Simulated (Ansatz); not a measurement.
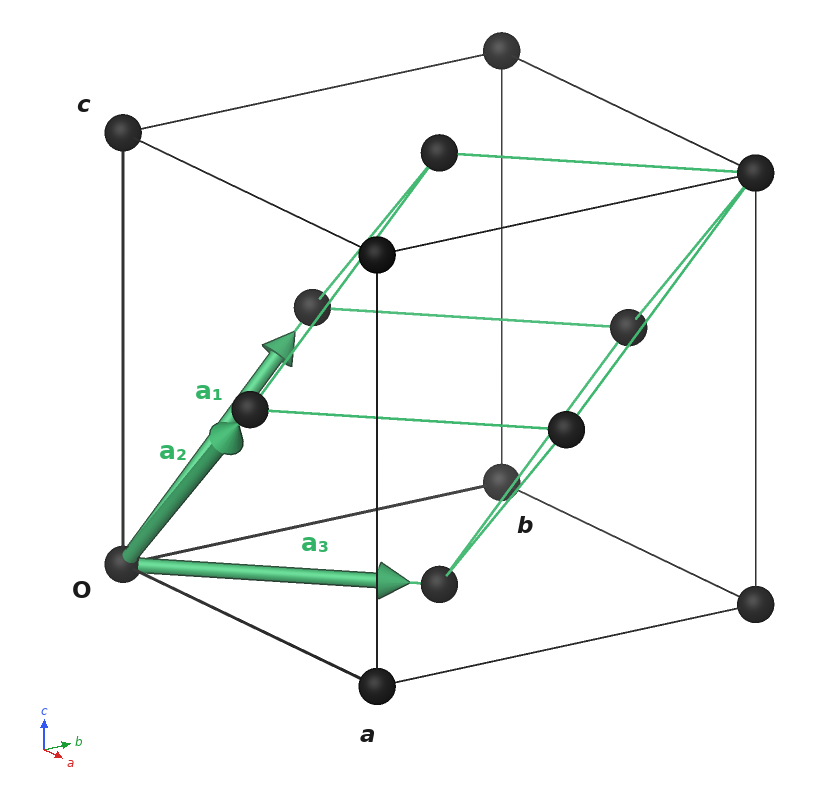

The conventional cell (thin) and a primitive cell (coloured, vectors a₁, a₂, a₃), with the lattice points alone. Crystal: NaH, a calculation's input that goes back to an entry of the Crystallography Open Database (an earlier step may have relaxed or displaced it). Geometry calculated from the standardised cell; symmetry tolerance 0.002 Å.

a = 4.880 Å, b = 4.880 Å, c = 4.880 Å, α = 90.00°, β = 90.00°, γ = 90.00°.

**What is the centring, and how are the primitive vectors built?**

F, face-centred cubic, with lattice points at (0, 0, 0), (1/2, 1/2, 0), (1/2, 0, 1/2), (0, 1/2, 1/2). a₁ = 1/2 b + 1/2 c; a₂ = 1/2 a + 1/2 c; a₃ = 1/2 a + 1/2 b.

**Give the primitive cell's size and content.**

Edges 3.451, 3.451, 3.451 Å; angles 60.00°, 60.00°, 60.00°; volume 29.05 Å³, 1/4 of the conventional cell; 2 of its 8 atoms.
